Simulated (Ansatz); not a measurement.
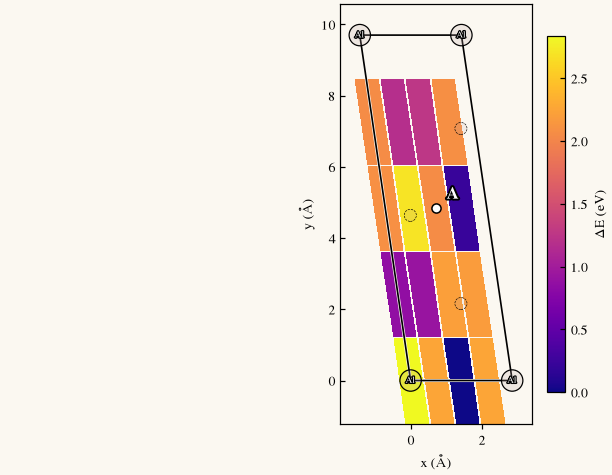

O on an Al(101) slab cut from the P6_3/mmc phase, its upper half relaxed before the scan (9 atoms of substrate and one adsorbate in a 1 × 1 cell). O is moved over the surface cell; relaxed at each place: the height of the adsorbate's atoms; substrate rigid; the origin of the map has the adsorbate above Al9. Places are given modulo a cell vector. The map is drawn in real space over the plane of the surface. The grid has 4 × 4 points. All energies are given in eV relative to the lowest grid point. At some places the adsorbate sinks to or below the level of the top layer. With one adsorbate in each 1 × 1 cell, its nearest image is 2.9 Å away, so neighbouring adsorbates interact. Theory: Ansatz 0.2.0, DFT PBE, scalar-relativistic, plane waves, PAW. Settings: cutoff 420 eV, k-mesh 9×3×1, gaussian smearing 0.1 eV, no spin polarisation.

The picture shows one coloured cell a grid point, labelled circles for the atoms of the top layer and small ones for the second layer, the outline of one cell of the plane, the point A.

Q: Which way does the force act at A, and how strong is it?

A: A, at (2/4, 2/4) of the cell vectors, is not a stationary point. The computed force is 2.2 eV/Å in the plane, pointing up and right in the picture (components 2.0 and 1.0 eV/Å).

PAW datasets: the set soft_1.
